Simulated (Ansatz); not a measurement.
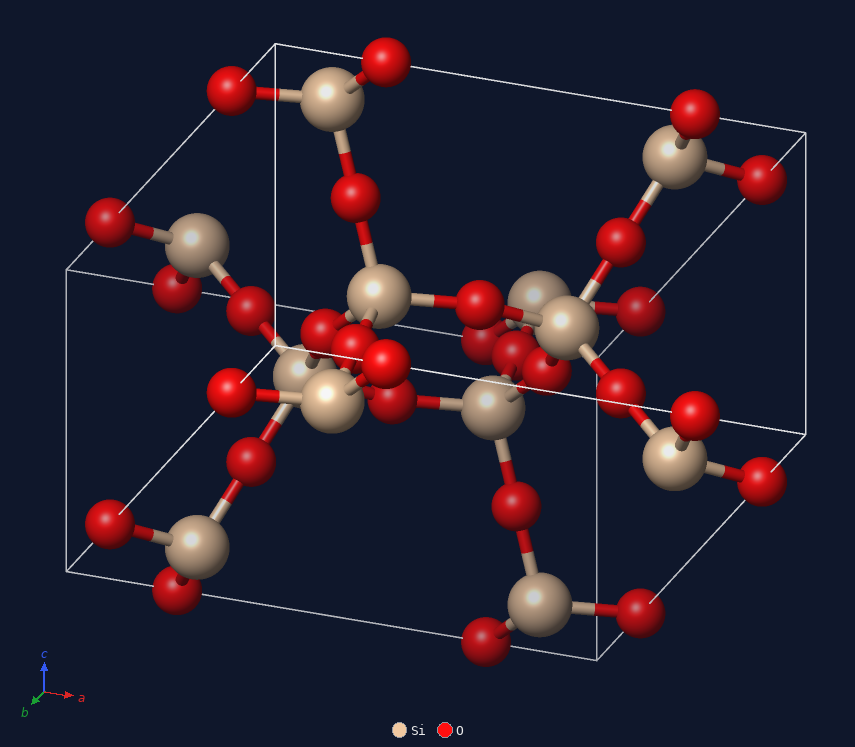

Ball-and-stick drawing of the structure, looking from a general direction. The conventional unit cell is outlined; an atom on or near a face, edge or corner is repeated at each equivalent position.

- Chemical formula SiO₂.
- The atoms follow space group I4/mmm (No. 139); the Bravais lattice is body-centred tetragonal.
- Counting shared atoms by their share gives 8 Si, 16 O, or 24 atoms.
- Si is surrounded by four O in a tetrahedral arrangement. Each O has two Si.
- The bonds build a three-dimensional framework.

Its origin is a structure listed in the Materials Project. Earlier steps of the study, as a rule a relaxation of our own, may have changed the cell and positions, so they can lie some per cent off the listed ones. It was run through Ansatz as a DFT input.
